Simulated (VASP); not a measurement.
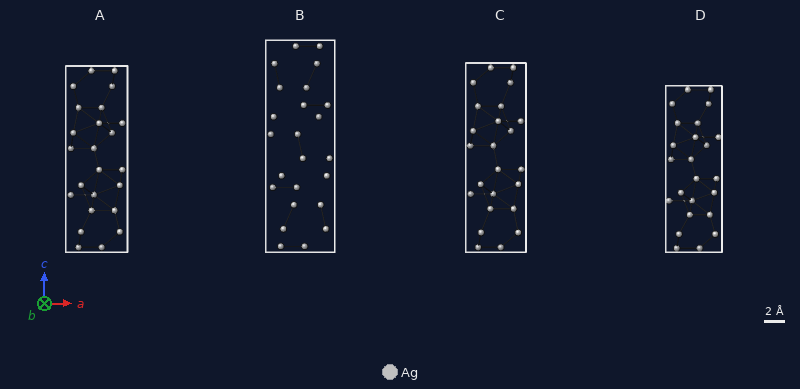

4 geometries from one relaxation of a crystal of Ag (a generated structure, set up in R-3m), in shuffled order. Style: ball-and-stick. Shown: the conventional cell (3 times the calculation's cell), along the b axis. Lengths and directions refer to the drawn axes.

The run lets cell and atoms move.

The calculation used Kohn-Sham DFT of a periodic cell, PBEsol, VASP PAW PBE potentials, recommended (VASP). (plane-wave cutoff 600 eV; k-point mesh 3 × 3 × 3; occupations gaussian; smearing width 0.1 eV; no spin polarisation)

> Order the frames from highest to lowest energy.

D, B, A, C. They are steps 0, 1, 2, 14, at +759 meV per atom, +493 meV per atom, +41.5 meV per atom relative to the last. The largest moves relative to the cell, 0.15 Å, are those of Ag atoms. The volume changes by +30.5 %, with a = b 6.697 → 7.173 Å (+7.1 %), c 17.131 → 19.486 Å (+13.7 %). Among the contacts that change: Ag–Ag 2.388 → 2.759 Å, Ag–Ag 2.431 → 2.778 Å, Ag–Ag 2.276 → 2.619 Å, Ag–Ag 2.451 → 2.720 Å. Among the angles between lasting bonds that change: Ag–Ag–Ag 129.2° → 137.1°, Ag–Ag–Ag 115.0° → 108.4°, Ag–Ag–Ag 107.0° → 110.5°. The space group stays R-3m (No. 166). Over 14 geometry steps the energy falls by 759 meV per atom. Largest force component: 5.1 eV/Å at the start, 0.019 eV/Å at the end. The pressure goes from 43.66 to 0.04 GPa. The volume changes by over a tenth within one run on a fixed set of plane waves, so the end point should be relaxed again from the new cell. It ran on 1 thread of Intel(R) Xeon(R) 6975P-C (Granite Rapids) (shared host).
